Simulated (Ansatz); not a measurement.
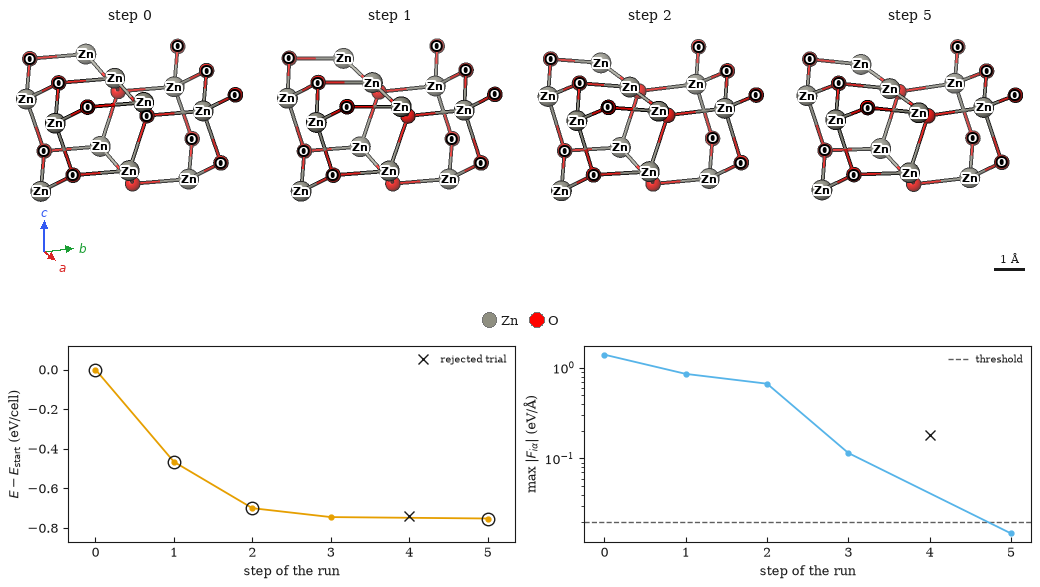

Frames of a relaxation of a slab of composition ZnO (cut from the P6_3mc phase), marked on the history of the run. Style: ball-and-stick. Shown: the atoms within 5.0 Å of the atom that moves most (axes of the 2 × 2 repeat of the cell, outlined in the plane, without the vacuum (origin shifted)), slightly off an axis.

Case: (1 0 0) slab, atoms relaxed. The slab is the (1 0 0) face of ZnO.

These are results of DFT PBE, scalar-relativistic, plane waves, PAW in Ansatz, not measurements. Set-up: plane-wave cutoff 420 eV; k-point mesh 8 × 5 × 1; occupations gaussian; smearing width 0.05 eV; no spin polarisation; dipole correction; atoms relaxed in a fixed cell; force threshold 0.02 eV/Å; at most 60 steps.

Question: What happens along the run?

Answer: The largest moves relative to the layer's centre, 0.39 Å, are those of Zn atoms. By element the largest moves are Zn 0.39 Å, O 0.04 Å. The cell stays as it was. Among the contacts that change: O–Zn 2.007 → 1.863 Å, O–Zn 1.999 → 2.097 Å, O–Zn 1.999 → 1.931 Å, O–Zn 1.999 → 2.066 Å. Among the angles between lasting bonds that change: Zn–O–Zn 110.3° → 99.1°, O–Zn–O 108.7° → 118.9°, Zn–O–Zn 110.3° → 116.2°. After 4 accepted moves (5 points after the start) the energy has fallen by 0.752 eV per cell of the calculation. Largest force component: 1.4 eV/Å at the start, 0.015 eV/Å at the end. The line search rejected the trial step at point 4 of the run. From step 0 to 1: Zn atoms move most (0.17 Å), energy −0.466 eV per cell of the calculation. From step 1 to 2: Zn atoms move most (0.18 Å), energy −0.234 eV per cell of the calculation. From step 2 to 5: Zn atoms move most (0.05 Å), energy −52.2 meV per cell of the calculation.

```csv
step,"E − E(0), meV/atom","largest force component, eV/Å",note
0,0.00,1.3946,
1,-29.11,0.8563,
2,-43.73,0.6674,
3,-46.55,0.1148,
4,-46.13,0.1806,rejected
5,-46.99,0.0149,
```
